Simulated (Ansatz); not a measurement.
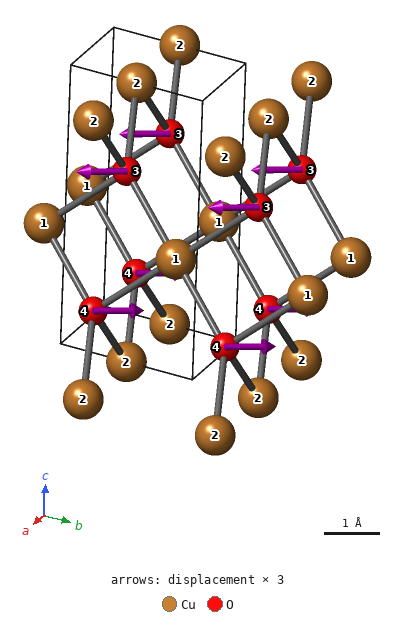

This is a relaxation of a crystal of CuO (set up in C2/c). The starting structure is drawn; purple arrows show the displacements (the part carried along by the change of the cell is left out), 3 times their true length.

The picture is a ball-and-stick view of the cell of the calculation, repeated 2 × 2 × 1 with one cell outlined, seen slightly off an axis.

The run lets cell and atoms move.

These are results of Kohn-Sham DFT of a periodic cell, PBEsol, Ansatz PAW in Ansatz, not measurements.

Input file:
```yaml
crystal:
  lattice:
    - [2.34185, -1.7113, 0.0]
    - [2.34185, 1.7113, 0.0]
    - [-0.8500274268, 0.0, 5.0578693947]
  atoms:
    - { symbol: Cu, position: [0.5, 0.0, 0.5] }
    - { symbol: Cu, position: [0.0, 0.5, 0.0] }
    - { symbol: O, position: [0.4184, 0.5816, 0.75] }
    - { symbol: O, position: [0.5816, 0.4184, 0.25] }
hamiltonian:
  xc: pbesol
  pseudopotentials: { kind: paw }
kpoints:
  mp_grid: { grid: [10, 10, 5] }
scf:
  occupations: { method: fermi_dirac, width: 0.05 }
output:
  forces: true
  stress: true
relax:
  f_tol: 0.01
  max_steps: 40
  cell: { stress_tol: 0.05 }
```

Launched with:
```bash
ansatz run input.yaml --threads 2 --pin off --max-ram 5120MiB --backend cpu --events-out ev --progress --plain --runs-dir out
```

> Which element moves most?

Oxygen: up to 0.33 Å, against 0.00 Å for copper.

> Describe the change and its energy.

The largest moves relative to the cell, 0.33 Å, are those of O3 and O4. O3 goes along [1 −1 0]. Cu stays in place. The drawn cell changes as follows: a = b 2.900 → 2.895 Å (−0.2 %), c 5.129 → 5.090 Å (−0.8 %), α 97.7° → 90.0°, β 97.7° → 90.0°, γ 72.3° → 89.8°; the volume changes by +5.2 %. Near-neighbour distances that change, for instance: Cu1–O3 1.961 → 1.927 Å. Bond angles that change, for instance: Cu1–O3–Cu2 145.8° → 116.0°, Cu1–O3–Cu2 104.0° → 115.7°, Cu1–O3–Cu2 108.8° → 115.9°. The space group (tolerance 0.01 Å) goes from C2/c (No. 15) to Cccm (No. 66). After 15 accepted moves (21 points after the start) the energy has fallen by 37.4 meV per atom. The largest force component goes from 0.36 to under 0.0001 eV/Å. Pressure: −2.72 GPa at the start and 0.00 GPa at the end. The line search rejected the trial step at point 4 of the run. At 5 points the geometry stayed and the basis and grid were re-selected for the new cell (energy shift of 7.4 meV per atom at most each time). The run took 28 s on 2 threads of AMD EPYC 9R45 96-Core Processor (Zen 5), with other jobs on the host, peak memory 0.51 GiB.
